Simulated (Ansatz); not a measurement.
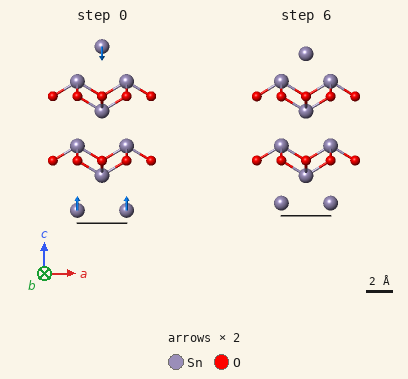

The structure of a slab of composition Sn₃O₂ (cut from the P4/nmm phase) before (left) and after (right) a relaxation, at one scale. The blue arrows give the displacements, magnified 2 times.

A ball-and-stick model of the 1 × 2 repeat of the cell, outlined in the plane, without the vacuum, seen along the b axis.

Case: (0 0 1) slab, atoms relaxed. The slab is the (0 0 1) face of SnO.

Level of theory: Ansatz 0.2.0, DFT PBE, scalar-relativistic, plane waves, PAW. Settings: plane-wave cutoff 420 eV; k-point mesh 9 × 9 × 1; occupations gaussian; smearing width 0.05 eV; no spin polarisation; dipole correction; atoms relaxed in a fixed cell; force threshold 0.02 eV/Å; at most 60 steps.

> Describe what moved and what it gained.

The largest moves relative to the layer's centre, 0.57 Å, are those of Sn atoms. By element the largest moves are Sn 0.57 Å, O 0.02 Å. The lattice vectors keep their values. Some distances before and after: O–Sn 2.255 → 2.274 Å. Over 5 accepted moves (6 points after the start) the energy falls by 0.319 eV per cell of the calculation. Largest force component: 0.69 eV/Å at the start, 0.0045 eV/Å at the end. 1 step only repeated the SCF at the same geometry.
